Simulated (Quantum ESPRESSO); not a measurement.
# Grüneisen parameters and expansion of GaP (F-43m)

Aim: how the vibrations of GaP shift with volume, and the expansion that follows.

What experiment has found for this phase:
- volume expansion coefficient 15.9 1e-6/K, heat capacity C_P per formula unit 44.2 J/mol/K and bulk modulus 88.7 GPa near room temperature (given in “High-Throughput Prediction of Finite-Temperature Properties using the Quasi-Harmonic Approximation”, 2016, arXiv:1603.06924)

Method: DFT LDA, scalar-relativistic, plane waves, GBRV ultrasoft pseudopotentials, in Quantum ESPRESSO 7.5.

## (1) The structure

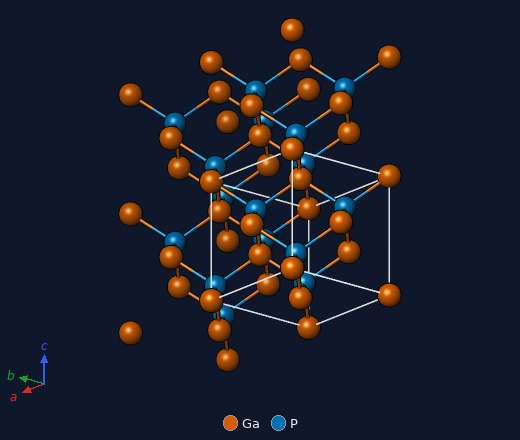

The starting structure, seen from a free direction (gallium orange, phosphorus blue). 2×1×2 cells are drawn. This picture shows the conventional cell, with its axes. Bonds to atoms that aren't drawn are left out. Some periodic images of atoms are drawn too.

## (2) Probe on a coarse mesh

Before spending time, one coarse run tells the gap and the pressure of the starting cell.

probe.in reads:

```
 &control
    calculation='scf',
    prefix='x',
    outdir='./tmp',
    pseudo_dir='./pseudo',
    tprnfor=.true.,
    tstress=.true.,
    verbosity='high',
 /
 &system
    ibrav=0,
    nat=2,
    ntyp=2,
    ecutwfc=34.0,
    ecutrho=204.0,
    occupations='smearing',
    smearing='gaussian',
    degauss=0.01,
 /
 &electrons
    conv_thr=1.0d-07,
    mixing_beta=0.7,
    electron_maxstep=100,
 /
ATOMIC_SPECIES
 Ga     69.7230  Ga.upf
 P      30.9738  P.upf
CELL_PARAMETERS angstrom
     0.000000000    2.725250000    2.725250000
     2.725250000    0.000000000    2.725250000
     2.725250000    2.725250000    0.000000000
ATOMIC_POSITIONS crystal
 Ga     0.000000000   0.000000000   0.000000000
 P      0.250000000   0.250000000   0.250000000
K_POINTS automatic
 6 6 6 0 0 0
```

The run is started by

```console
$ OMP_NUM_THREADS=1 mpirun -n 4 pw.x -nk 4 -in probe.in > probe.out
```

Output:

```text
Program PWSCF v.7.5

     This program is part of the open-source Quantum ESPRESSO suite
     for quantum simulation of materials; please cite
         "P. Giannozzi et al., J. Phys.:Condens. Matter 21 395502 (2009);
         "P. Giannozzi et al., J. Phys.:Condens. Matter 29 465901 (2017);
         "P. Giannozzi et al., J. Chem. Phys. 152 154105 (2020);
     in publications or presentations arising from this work. More details at

     Message from routine setup:
     using ibrav=0 with symmetry is DISCOURAGED, use correct ibrav instead

     G-vector sticks info
     --------------------
     sticks:   dense  smooth     PW     G-vecs:    dense   smooth      PW
     Sum         745     499    163                13539     7391    1363

     Using Slab Decomposition

     bravais-lattice index     =            0
     lattice parameter (alat)  =       7.2832  a.u.
     unit-cell volume          =     273.1780 (a.u.)^3
     number of atoms/cell      =            2
     number of atomic types    =            2
     number of electrons       =        24.00
     number of Kohn-Sham states=           16
     kinetic-energy cutoff     =      34.0000  Ry
     charge density cutoff     =     204.0000  Ry
     scf convergence threshold =      1.0E-07
     mixing beta               =       0.7000
     number of iterations used =            8  plain     mixing
     Exchange-correlation=  SLA  PZ   NOGX NOGC
                           (   1   1   0   0   0   0   0)

     celldm(1)=   7.283166  celldm(2)=   0.000000  celldm(3)=   0.000000
     celldm(4)=   0.000000  celldm(5)=   0.000000  celldm(6)=   0.000000

     crystal axes: (cart. coord. in units of alat)
               a(1) = (   0.000000   0.707107   0.707107 )
               a(2) = (   0.707107   0.000000   0.707107 )
               a(3) = (   0.707107   0.707107   0.000000 )

     reciprocal axes: (cart. coord. in units 2 pi/alat)
               b(1) = ( -0.707107  0.707107  0.707107 )
               b(2) = (  0.707107 -0.707107  0.707107 )
               b(3) = (  0.707107  0.707107 -0.707107 )

     PseudoPot. # 1 for Ga read from file:
     ./pseudo/Ga.upf
     Pseudo is Ultrasoft + core correction, Zval = 19.0
     Using radial grid of  871 points,  6 beta functions with:
                l(1) =   0
                l(2) =   0
                l(3) =   1
                l(4) =   1
                l(5) =   2
                l(6) =   2
     Q(r) pseudized with  8 coefficients,  rinner =    1.250   1.250   1.250
                                                       1.250   1.250

     PseudoPot. # 2 for P  read from file:
     ./pseudo/P.upf
     Pseudo is Ultrasoft + core correction, Zval =  5.0
     Using radial grid of  903 points,  6 beta functions with:
                l(1) =   0
                l(2) =   0
                l(3) =   1
                l(4) =   1
                l(5) =   2
                l(6) =   2
     Q(r) pseudized with  8 coefficients,  rinner =    1.300   1.300   1.300
                                                       1.300   1.300

     atomic species   valence    mass     pseudopotential
     Ga               19.00    69.72300     Ga( 1.00)
     P                 5.00    30.97380     P ( 1.00)

     24 Sym. Ops. (no inversion) found

                                    s                        frac. trans.

      isym =  1     identity

 cryst.   s( 1) = (     1          0          0      )
                  (     0          1          0      )
                  (     0          0          1      )

 cart.    s( 1) = (  1.0000000 -0.0000000  0.0000000 )
                  ( -0.0000000  1.0000000  0.0000000 )
                  ( -0.0000000  0.0000000  1.0000000 )

      isym =  2     180 deg rotation - cart. axis [0,0,1]

 cryst.   s( 2) = (     0          1         -1      )
                  (     1          0         -1      )
                  (     0          0         -1      )

 cart.    s( 2) = ( -1.0000000  0.0000000  0.0000000 )
                  (  0.0000000 -1.0000000  0.0000000 )
                  (  0.0000000 -0.0000000  1.0000000 )

      isym =  3     180 deg rotation - cart. axis [0,1,0]

 cryst.   s( 3) = (     0         -1          1      )
                  (     0         -1          0      )
                  (     1         -1          0      )

 cart.    s( 3) = ( -1.0000000 -0.0000000 -0.0000000 )
                  (  0.0000000  1.0000000 -0.0000000 )
                  (  0.0000000  0.0000000 -1.0000000 )

      isym =  4     180 deg rotation - cart. axis [1,0,0]

 cryst.   s( 4) = (    -1          0          0      )
                  (    -1          0          1      )
                  (    -1          1          0      )

 cart.    s( 4) = (  1.0000000  0.0000000 -0.0000000 )
                  ( -0.0000000 -1.0000000 -0.0000000 )
                  ( -0.0000000 -0.0000000 -1.0000000 )

      isym =  5     120 deg rotation - cart. axis [-1,-1,-1]

 cryst.   s( 5) = (     0          0          1      )
[...]
cart.    s( 5) = (  0.0000000  1.0000000 -0.0000000 )
[...]
isym =  6     120 deg rotation - cart. axis [-1,1,1]

 cryst.   s( 6) = (     1         -1          0      )
[...]
cart.    s( 6) = ( -0.0000000 -1.0000000 -0.0000000 )
[...]
isym =  7     120 deg rotation - cart. axis [1,1,-1]

 cryst.   s( 7) = (    -1          1          0      )
[...]
cart.    s( 7) = ( -0.0000000  1.0000000  0.0000000 )
[...]
isym =  8     120 deg rotation - cart. axis [1,-1,1]

 cryst.   s( 8) = (     0          0         -1      )
[...]
cart.    s( 8) = (  0.0000000 -1.0000000  0.0000000 )
[...]
isym =  9     120 deg rotation - cart. axis [1,1,1]

 cryst.   s( 9) = (     0          1          0      )
[...]
cart.    s( 9) = ( -0.0000000  0.0000000  1.0000000 )
[...]
isym = 10     120 deg rotation - cart. axis [-1,1,-1]

 cryst.   s(10) = (    -1          0          1      )
[...]
cart.    s(10) = (  0.0000000 -0.0000000  1.0000000 )
[...]
isym = 11     120 deg rotation - cart. axis [1,-1,-1]

 cryst.   s(11) = (     1          0         -1      )
[...]
cart.    s(11) = (  0.0000000  0.0000000 -1.0000000 )
[...]
isym = 12     120 deg rotation - cart. axis [-1,-1,1]

 cryst.   s(12) = (     0         -1          0      )
[...]
-86.1997 -86.1997 -86.1997  -7.1431  -7.1129  -7.1129  -7.0202  -7.0202
    -4.6817   5.0439   7.1108   7.1108   9.7259  11.8233  11.8233  12.3639

     occupation numbers
     1.0000   1.0000   1.0000   1.0000   1.0000   1.0000   1.0000   1.0000
     1.0000   1.0000   1.0000   1.0000   0.0000   0.0000   0.0000   0.0000

          k = 0.2357 0.2357-0.2357 (   926 PWs)   bands (ev):

   -86.1998 -86.1997 -86.1997  -7.1825  -7.1003  -7.1003  -7.0168  -7.0168
    -3.7255   2.2086   6.5699   6.5699   9.2076  12.2034  12.2034  14.8878

     occupation numbers
     1.0000   1.0000   1.0000   1.0000   1.0000   1.0000   1.0000   1.0000
     1.0000   1.0000   1.0000   1.0000   0.0000   0.0000   0.0000   0.0000

          k =-0.3536-0.3536 0.3536 (   912 PWs)   bands (ev):

   -86.1998 -86.1997 -86.1997  -7.2005  -7.0959  -7.0959  -7.0131  -7.0131
    -2.9472   0.7662   6.3572   6.3572   8.9797  12.1090  12.1090  15.5281

     occupation numbers
     1.0000   1.0000   1.0000   1.0000   1.0000   1.0000   1.0000   1.0000
     1.0000   1.0000   1.0000   1.0000   0.0000   0.0000   0.0000   0.0000

          k = 0.2357 0.0000-0.0000 (   913 PWs)   bands (ev):

[...]
occupation numbers
[...]
k = 0.3536 0.1179-0.1179 (   913 PWs)   bands (ev):

[...]
occupation numbers
[...]
k =-0.2357-0.4714 0.4714 (   914 PWs)   bands (ev):

[...]
occupation numbers
[...]
k =-0.1179-0.3536 0.3536 (   913 PWs)   bands (ev):

[...]
occupation numbers
[...]
k = 0.0000-0.2357 0.2357 (   925 PWs)   bands (ev):

[...]
occupation numbers
[...]
k = 0.4714 0.0000-0.0000 (   922 PWs)   bands (ev):

[...]
occupation numbers
[...]
k =-0.1179-0.5893 0.5893 (   914 PWs)   bands (ev):

[...]
occupation numbers
[...]
k =-0.0000-0.4714 0.4714 (   901 PWs)   bands (ev):

[...]
occupation numbers
[...]
k =-0.7071 0.0000 0.0000 (   934 PWs)   bands (ev):

[...]
occupation numbers
[...]
k =-0.2357-0.4714 0.7071 (   918 PWs)   bands (ev):

[...]
occupation numbers
[...]
k =-0.1179-0.3536 0.5893 (   916 PWs)   bands (ev):

   -86.1998 -86.1997 -86.1997  -7.2111  -7.0867  -7.0684  -7.0315  -7.0127
    -2.2688   0.9962   3.7434   4.9780  11.2790  11.9011  13.7114  15.1739

     occupation numbers
     1.0000   1.0000   1.0000   1.0000   1.0000   1.0000   1.0000   1.0000
     1.0000   1.0000   1.0000   1.0000   0.0000   0.0000   0.0000   0.0000

          k =-0.7071 0.2357 0.0000 (   912 PWs)   bands (ev):

   -86.1997 -86.1997 -86.1997  -7.2221  -7.0752  -7.0604  -7.0414  -7.0071
    -1.9534   0.7749   4.0683   4.1747  10.8315  11.0078  14.9005  14.9266

     occupation numbers
     1.0000   1.0000   1.0000   1.0000   1.0000   1.0000   1.0000   1.0000
     1.0000   1.0000   1.0000   1.0000   0.0000   0.0000   0.0000   0.0000

     the Fermi energy is     8.2200 ev

!    total energy              =    -430.59042077 Ry
     estimated scf accuracy    <       0.00000004 Ry
     smearing contrib. (-TS)   =      -0.00000000 Ry
     internal energy E=F+TS    =    -430.59042077 Ry

     The total energy is F=E-TS. E is the sum of the following terms:
     one-electron contribution =    -396.65435397 Ry
     hartree contribution      =     206.36815251 Ry
     xc contribution           =     -53.68931565 Ry
     ewald contribution        =    -186.61490366 Ry

     convergence has been achieved in   9 iterations

     Forces acting on atoms (cartesian axes, Ry/au):

     atom    1 type  1   force =     0.00000000    0.00000000   -0.00000000
     atom    2 type  2   force =    -0.00000000   -0.00000000    0.00000000
     The non-local contrib.  to forces
     atom    1 type  1   force =     0.00000000    0.00000000   -0.00000000
     atom    2 type  2   force =     0.00000000    0.00000000    0.00000000
     The ionic contribution  to forces
     atom    1 type  1   force =    -0.00000000    0.00000000   -0.00000000
     atom    2 type  2   force =     0.00000000   -0.00000000    0.00000000
     The local contribution  to forces
     atom    1 type  1   force =     0.00000000    0.00000000    0.00000000
     atom    2 type  2   force =    -0.00000000   -0.00000000   -0.00000000
     The core correction contribution to forces
     atom    1 type  1   force =     0.00000000    0.00000000    0.00000000
     atom    2 type  2   force =    -0.00000000    0.00000000   -0.00000000
     The Hubbard contrib.    to forces
     atom    1 type  1   force =     0.00000000    0.00000000    0.00000000
     atom    2 type  2   force =     0.00000000    0.00000000    0.00000000
     The SCF correction term to forces
     atom    1 type  1   force =     0.00000000   -0.00000000   -0.00000000
     atom    2 type  2   force =    -0.00000000    0.00000000    0.00000000

     Total force =     0.000000     Total SCF correction =     0.000000

     Computing stress (Cartesian axis) and pressure

          total   stress  (Ry/bohr**3)                   (kbar)     P=      -30.90
  -0.00021007   0.00000000   0.00000000          -30.90        0.00        0.00
   0.00000000  -0.00021007   0.00000000            0.00      -30.90        0.00
   0.00000000   0.00000000  -0.00021007            0.00        0.00      -30.90

     kinetic stress (kbar)  10012.40      0.00     -0.00
                                0.00  10012.40     -0.00
                               -0.00     -0.00  10012.40

     local   stress (kbar) -12217.44     -0.00      0.00
                               -0.00 -12217.44      0.00
                                0.00      0.00 -12217.44

     nonloc. stress (kbar)   6492.27      0.00     -0.00
                                0.00   6492.27      0.00
                                0.00      0.00   6492.27

     hartree stress (kbar)  37042.77      0.00      0.00
                                0.00  37042.77      0.00
                                0.00      0.00  37042.77

     exc-cor stress (kbar)  -2281.47      0.00      0.00
                                0.00  -2281.47      0.00
                                0.00      0.00  -2281.47

     corecor stress (kbar)  -5582.34     -0.00     -0.00
                               -0.00  -5582.34     -0.00
                               -0.00     -0.00  -5582.34

     ewald   stress (kbar) -33497.09     -0.00     -0.00
                               -0.00 -33497.09      0.00
                               -0.00      0.00 -33497.09

     hubbard stress (kbar)      0.00      0.00      0.00
                                0.00      0.00      0.00
                                0.00      0.00      0.00

     DFT-D   stress (kbar)      0.00      0.00      0.00
[...]
XDM     stress (kbar)      0.00      0.00      0.00
[...]
dft-nl  stress (kbar)      0.00      0.00      0.00
                                0.00      0.00      0.00
                                0.00      0.00      0.00

     TS-vdW  stress (kbar)      0.00      0.00      0.00
                                0.00      0.00      0.00
                                0.00      0.00      0.00

     MDB     stress (kbar)      0.00      0.00      0.00
                                0.00      0.00      0.00
                                0.00      0.00      0.00

     3D-RISM stress (kbar)      0.00      0.00      0.00
                                0.00      0.00      0.00
                                0.00      0.00      0.00

     Writing all to output data dir ./tmp/x.save/ :
     XML data file, charge density, pseudopotentials, collected wavefunctions

   JOB DONE.
```

Run time: 2.8 s. Hardware: 4 MPI ranks of Intel Xeon Platinum 8375C at 2.90GHz (Ice Lake), shared host.

Numbers from this step:

```
volume per atom   : 20.24 Å³
pressure          : -3.09 GPa
gap on the k-mesh : 1.491 eV
```

The start is under -3.1 GPa at this level and looks like an insulator or semiconductor on this mesh.

(Part 1 of 8 ends here.)

[Logs are printed without paths, hosts, clocks, repeated set-up lines and the standing remarks that a program may print on its own settings, such as how far it seeks lower states.]

[Hosts, paths, dates, database ids (printed as entryN), source tags and the programs' standing remarks are cut or masked in the printed files.]

[A step with changed settings may run another functional than the one named; its input shows which.]

[Of the runs on displaced cells, only some may be shown.]
